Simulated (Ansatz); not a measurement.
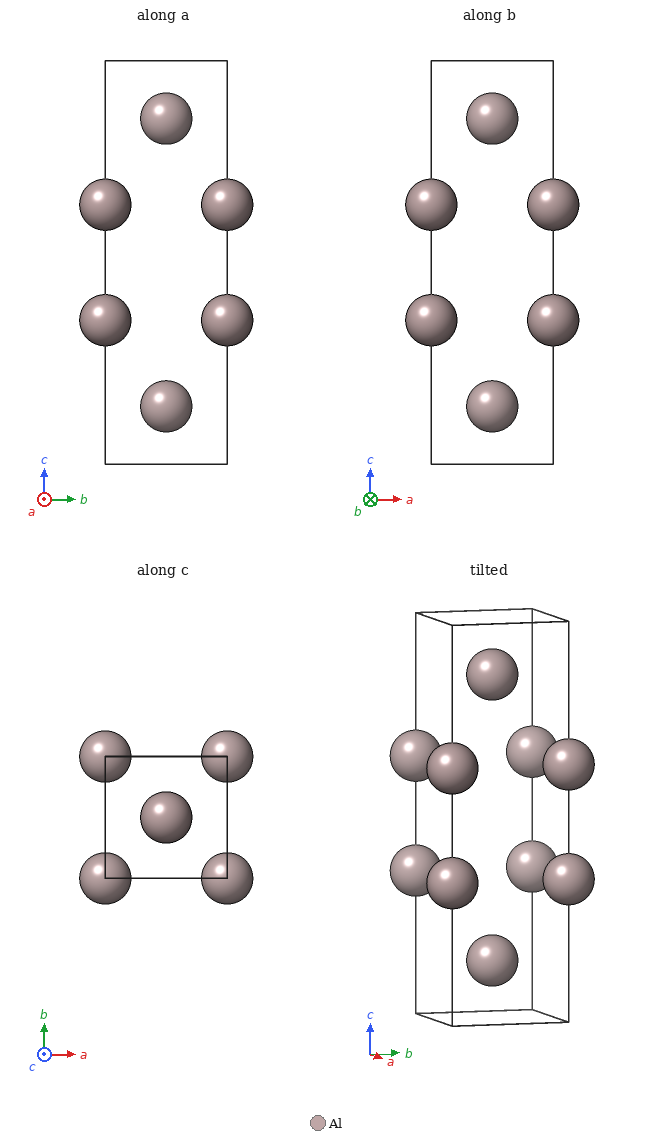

This spheres-only model is shown along the a axis, along the b axis, along the c axis and slightly off an axis. The conventional unit cell is outlined; an atom on or near a face, edge or corner is repeated at each equivalent position.

Lattice parameters: a = 2.826 Å, b = 2.826 Å, c = 9.351 Å, α = 90.00°, β = 90.00°, γ = 90.00°.

**Turn the picture into a table of Wyckoff sites, with free fractional coordinates to two decimals.**

Space group I4/mmm (No. 139).
| atom | site | x | y | z |
| --- | --- | --- | --- | --- |
| Al | 4e | 0.00 | 0.00 | 0.36 |

Its origin is a random cell made by a generator, so it need not be a real form of the element. Earlier steps of the study, as a rule a relaxation of our own, may have changed the cell and positions, so they can lie some per cent off the listed ones. It was run through Ansatz as a DFT input.
